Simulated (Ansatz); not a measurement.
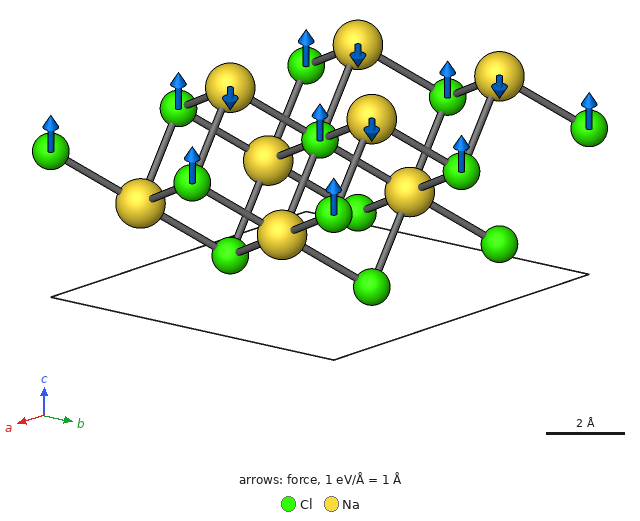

Starting geometry of a slab of composition NaCl (cut from the Fm-3m phase) with the computed forces as blue arrows. Style: ball-and-stick. Shown: the cell of the calculation, outlined in the plane, without the vacuum (origin shifted), from a free direction.

Case: clean slab, lower planes held. The slab is the (1 1 1) face of NaCl. 8 atoms are held fixed.

These are results of DFT PBE, scalar-relativistic, plane waves, PAW in Ansatz 0.2.0, not measurements. (plane-wave cutoff 420 eV; k-point mesh 2 × 2 × 1; occupations gaussian; smearing width 0.05 eV; no spin polarisation; dipole correction; atoms relaxed in a fixed cell; force threshold 0.03 eV/Å; at most 70 steps)

**What follows when this structure is relaxed?**

It isn't relaxed: the largest force vector, on Cl atoms, is 1.08 eV/Å. The final displacements follow the starting forces only in part (cosine between the two patterns 0.70). Over 5 geometry steps the energy falls by 1.276 eV per cell of the calculation. The largest force component goes from 1.1 to 0.0024 eV/Å. The largest moves, 0.76 Å, are those of Cl atoms. Largest moves by element: Cl 0.76 Å, Na 0.18 Å. The cell stays as it was. Near-neighbour distances that change, for instance: Cl–Na 2.848 → 3.342 Å, Cl–Na 2.848 → 2.560 Å. Bond angles that change, for instance: Na–Cl–Na 90.0° → 103.7°, Cl–Na–Cl 90.0° → 103.7°.

Limits of the set-up: the k-point mesh is coarse for a cell with partly filled bands.
